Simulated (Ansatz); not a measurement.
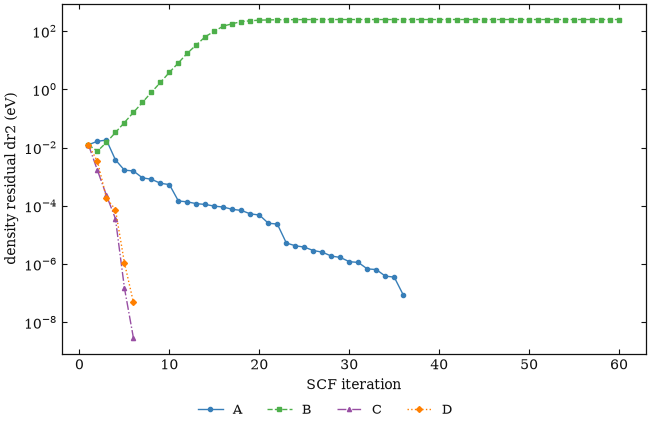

Convergence of one system under several settings.
The run: MgO (Fm-3m, 2 atoms in the cell), by DFT, r2SCAN, PAW, plane waves, scalar-relativistic in Ansatz; cutoff 500 eV, 9×9×9 k-mesh, Fermi–Dirac smearing of 0.02 eV.
All start from atomic densities corrected by a trained network.

A: Anderson, beta 0.02, history 2, no preconditioner
B: linear mixing, beta 0.9, no preconditioner
C: default SCF settings
D: MSR1 mixing, preconditioner resta

How did each run end?

Run C converged in 6 iterations. Run D converged in 6 iterations. Run A converged in 36 iterations. Run B stopped unconverged after 60 (the residual grew by about 4 orders of magnitude and ended in a two-step oscillation of the energy, not drawn).

The converged runs agree in energy within 1 meV per atom.
